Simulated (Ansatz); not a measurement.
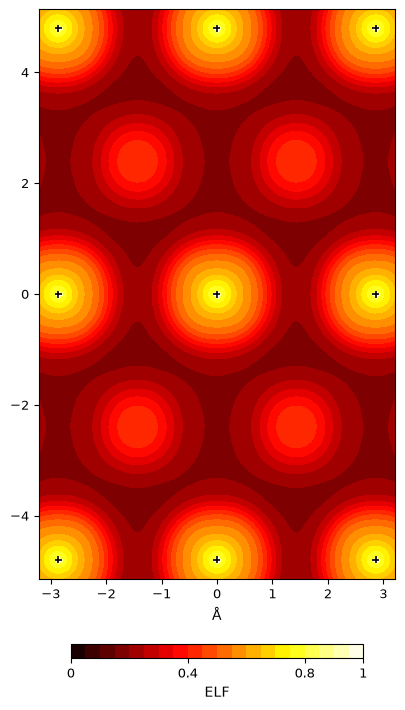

The electron localisation function on a plane through atoms (crosses mark nuclei in the plane).

Level of theory: DFT PBEsol, scalar-relativistic, plane waves, PAW (Ansatz).

Candidates:
A. Au, a = 5.58 Å, b = 5.58 Å, c = 5.73 Å, α = 104.87°, β = 104.87°, γ = 118.23°. Space group P6₃/mmc.
B. Nb$_{2}$As$_{5}$ (slab), a = 3.36 Å, b = 4.96 Å, c = 28.93 Å, α = 90.00°, β = 90.00°, γ = 109.81°. 

> Which candidate gave the map?

Candidate A: Au on the (110) plane of the calculation cell, which holds Au. Au–Au (2.87 Å): the ELF is about 0.20 at the midpoint: no localised pair shows between them.
